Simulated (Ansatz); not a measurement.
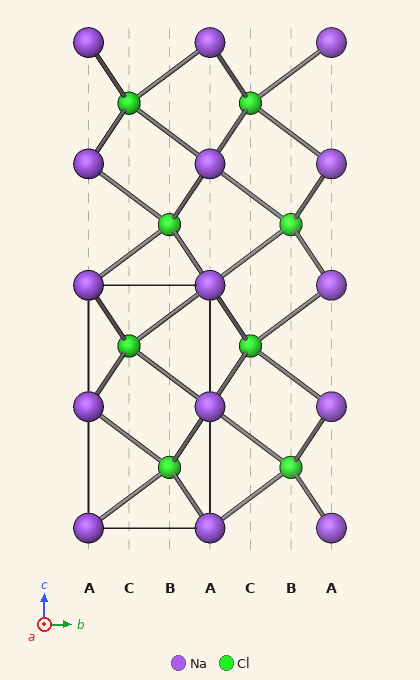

The picture looks along a close-packed row of the hexagonal mesh; c points upwards. The dashed lines mark the three columns A (0, 0), B (1/3, 2/3) and C (2/3, 1/3). The sequence starts with the first layer at or above the cell's origin.

The compound is NaCl (space group P6_3/mmc, No. 194), taken as the end point of a relaxation with Ansatz, DFT, r2SCAN, plane waves, PAW; the starting structure was generated, so it need not be a known form of this composition.

Question: Give the sequence of layers in one repeat, with element and column.

Answer: Na(A) – Cl(B) – Na(A) – Cl(C) (four layers in 6.74 Å).

Question: How are the Cl layers alone stacked?

Answer: Cl layers alone: BC, the hexagonal close-packed type.

Question: Which positions between or in the Cl layers do the other atoms fill?

Answer: Na: two octahedral sites, counted in one hexagonal cell.

Heights of the layers:

| layer | atoms (column) | height (Å) | to next (Å) |
| --- | --- | --- | --- |
| 1 | Na(A) | 0.00 | 1.68 |
| 2 | Cl(B) | 1.68 | 1.68 |
| 3 | Na(A) | 3.37 | 1.68 |
| 4 | Cl(C) | 5.05 | 1.68 |
